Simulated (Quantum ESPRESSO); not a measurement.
## Band-structure run, with input and output: FeGe (part 4 of 4)

Continued. System: FeGe (P6/mmm, 6 atoms in the cell). Method: Kohn-Sham DFT of a periodic cell, LDA, GBRV 1.5 LDA, spin-polarised (Quantum ESPRESSO 7.5); cutoff 761.92 eV, 6×6×7 k-mesh, fermi-dirac of 0.05 eV, collinear spins. The structure derives from a Materials Project entry.

Geometry of the input (Å; fractional positions):
```
4.9976  0.0000  0.0000
-2.4988  4.3281  0.0000
0.0000  0.0000  4.1158
Ge 0.6667  0.3333  0.5000
Ge 0.3333  0.6667  0.5000
Ge 0.0000  0.0000  0.0000
Fe 0.0000  0.5000  0.0000
Fe 0.5000  0.5000  0.0000
Fe 0.5000  0.0000  0.0000
```

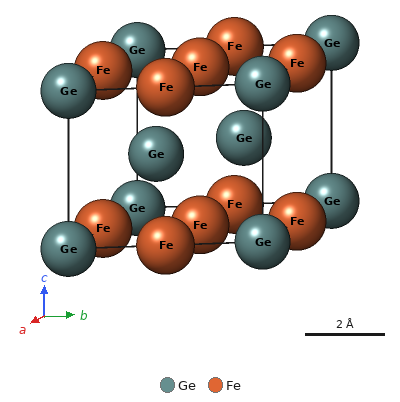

*The input geometry (spheres-only view of the cell of the calculation, seen slightly off an axis). An atom can appear more than once, as a periodic image.*

### Key numbers

| quantity | value |
| --- | --- |
| outcome | converged |
| space group (tolerance 0.01 Å) | P6/mmm (191) |
| electrons treated | 90 |
| free energy | −18915.3434 eV |
| Fermi energy | 13.710 eV |
| gap on the k-point mesh | none (metallic) |
| net moment of the cell | 4.17 μB |
| integrated absolute moment | 4.75 μB |
| pressure | −14.52 GPa |
| largest force (length of the vector) | under 0.001 eV/Å |
| wall time | 5.9 min (CPU time 12 min) |
| peak memory | 0.74 GiB |

### Remarks

The cell is under a tension of 14.5 GPa at this level, so it is not at its equilibrium volume.
